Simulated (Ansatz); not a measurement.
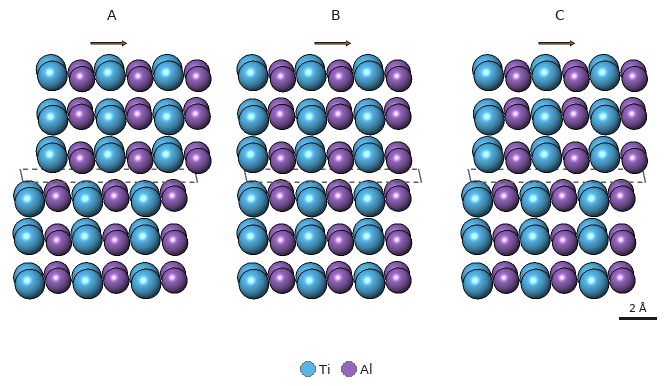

A scan of crystalline TiAl (Pm-3m): the crystal above a cut along the (1 1 0) plane of the conventional cell (between a plane of Al/Ti below and one of Al/Ti above, 2.23 Å apart) is slid rigidly by fractions of an in-plane lattice vector 3.16 Å long (a generalised stacking fault). One cut stands in each cell, which starts 8.9 Å high; nothing is relaxed, and the dashed outline marks the cut, the arrow on top the direction of slip. Style: spheres-only. Shown: the layers on both sides of the cut, from the side, nearly along the cut plane.

The calculation used Ansatz 0.2.0, DFT PBEsol, scalar-relativistic, plane waves, PAW. (plane-wave cutoff 420 eV; k-point mesh 19 × 13 × 7; occupations gaussian; smearing width 0.15 eV; no spin polarisation). Energies (free energies at the smearing named) are counted from the relaxed crystal.

Q: Rank the frames from lowest to highest energy.

A: Lowest first: B (the slip 0.00, 0 mJ/m²), C (the slip 0.20, 711 mJ/m²), A (the slip 0.40, 2002 mJ/m²). Over the whole scan: the curve starts and ends at zero, since a full lattice vector restores the crystal. Its highest computed point is 2250 mJ/m² at slip 0.50, which the unstable stacking-fault energy of this rigid path equals or slightly exceeds. No local minimum shows among the points, so there is no metastable fault on this line. The path is symmetric about half-way. Relaxation across the fault would lower the values.
